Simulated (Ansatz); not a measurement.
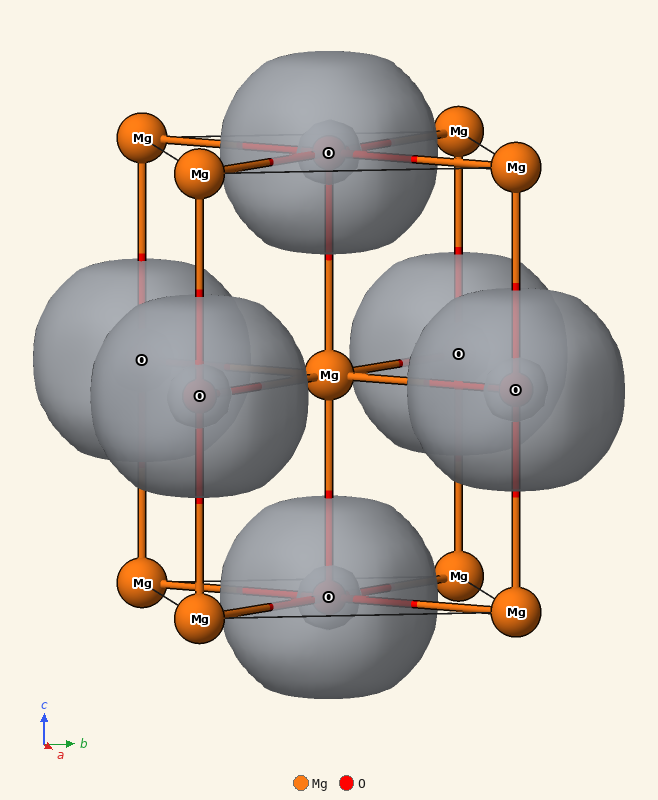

Figure 1: MgO. Isosurface of the electron localisation function at 0.6 (grey), seen slightly off an axis. Core shells and regions of very low density are left out. Sticks mark near contacts.

Space group I4/mmm; a structure from a database of computed crystals, not necessarily the ambient phase; changed on purpose from its base cell (biaxial strain in the a-b plane, c and atoms relaxed: +1.0 %); computed pressure about −2 GPa in this cell.

These are results of DFT r2SCAN, scalar-relativistic, plane waves, PAW (Ansatz), not measurements.

Core electrons are frozen (PAW), and the valence fields are smoothed inside the atomic spheres.

```cif
data_structure
_symmetry_space_group_name_H-M 'P 1'
_symmetry_Int_Tables_number 1
_cell_length_a 3.0027
_cell_length_b 3.0027
_cell_length_c 4.1795
_cell_angle_alpha 90.000
_cell_angle_beta 90.000
_cell_angle_gamma 90.000
_cell_volume 37.68
loop_
_atom_site_label
_atom_site_type_symbol
_atom_site_fract_x
_atom_site_fract_y
_atom_site_fract_z
_atom_site_occupancy
Mg1 Mg 0.00000 0.00000 0.00000 1
Mg2 Mg 0.50000 0.50000 0.50000 1
O1 O 0.50000 0.50000 0.00000 1
O2 O 0.00000 0.00000 0.50000 1
```

Where are the electrons localised?

At this value the surface marks out two regions wrapped around O (the valence shell of each), counted in one cell of 4 atoms. Any copies at cell faces, edges or corners count once. Profiles from the grid: Mg–O (2.09 Å): the ELF peaks at about 0.85 in the valence shell of O, 0.7 Å from its nucleus, and is about 0.35 at the midpoint: a closed-shell, largely ionic contact.

Does the calculation give a band gap?

It is gapped, with a Kohn–Sham gap of 5.5 eV on the k-point mesh, an upper bound to the gap of this method.
